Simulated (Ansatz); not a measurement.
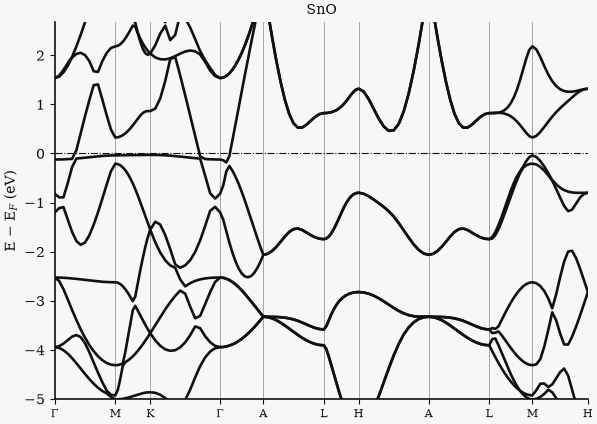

What does this figure show?

Band structure of SnO, space group P6_3/mmc, 4 atoms in the cell, a structure borrowed from another compound. Level of theory: DFT with r2SCAN, PAW plane waves, no spin polarisation, 10×10×7 k mesh, 500 eV cutoff, Fermi-Dirac smearing of 0.1 eV; code Ansatz 0.2.0. Energies are counted from the Fermi level. The path runs straight from each named point to the next.

A metal: bands cross the Fermi level along this path. The first band beyond the electron count dips to 0.18 eV below the Fermi level between Γ and A, under the top of the band before it at K: an overlap of 0.15 eV. The holes that balance these electrons are too few to show here, so the Fermi level is uncertain on this mesh. At L the nearest levels lie 1.75 eV below and 0.82 eV above the Fermi level.

The structure was built from a prototype or by substitution, so it need not be a known phase.
